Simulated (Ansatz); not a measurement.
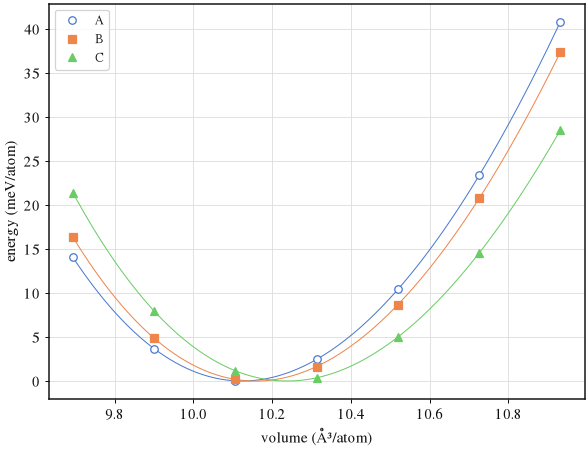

The plot gives the computed energy against volume, with one curve for each functional, for SiC (space group P6_3mc). The labels are replaced by letters. In alphabetical order the cases are: BLYP + D3(BJ); LDA; PBEsol + D3(BJ).

Calculation (Ansatz 0.2.0): plane-wave DFT, no spin polarisation; energies at scaled volumes of the given cell, shape and fractions fixed, counted from the fit's minimum, third-order Birch-Murnaghan fit. All runs: no spin polarisation.

```
       setting        value
        k mesh      10×10×3
   occupations  Fermi–Dirac
smearing width      0.05 eV
```

### Which letter stands for which functional?

A: LDA; B: PBEsol + D3(BJ); C: BLYP + D3(BJ).

Caveats: the functional was run on potentials made for another functional (BLYP + D3(BJ)); shape and atomic fractions are frozen while scaling, which makes layered, chain and framework solids too stiff.
